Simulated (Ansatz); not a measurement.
Consider CdS.

```yaml
crystal:
  lattice:
    - [3.14280, -3.14280, 0.00000]
    - [3.14280, 3.14280, 0.00000]
    - [0.00000, 0.00000, 5.35440]
  atoms:
    - { symbol: Cd, position: [0.00000, 0.00000, 0.00000] }
    - { symbol: Cd, position: [0.50000, 0.50000, 0.50000] }
    - { symbol: S, position: [0.50000, 0.00000, 0.25000] }
    - { symbol: S, position: [0.00000, 0.50000, 0.75000] }
```

Space group I-4m2; changed on purpose from its base cell (strain +0.080 along x and y, -0.080 along z, atoms carried along); computed pressure about −3 GPa in this cell.

Theory: DFT r2SCAN, scalar-relativistic, plane waves, PAW (Ansatz).

Predict the valence pseudo-density and electron localisation function between the atoms.

Cd–S (2.59 Å): ρ at the midpoint is about 0.37 e/Å³; the ELF peaks at about 0.90 in the valence shell of S, 0.8 Å from its nucleus, and drops to about 0.15 between the two atoms.

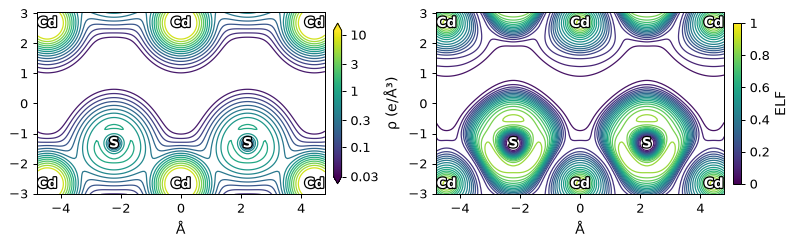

Computed valence pseudo-density and electron localisation function on the (010) plane of the conventional cell, in this order. 
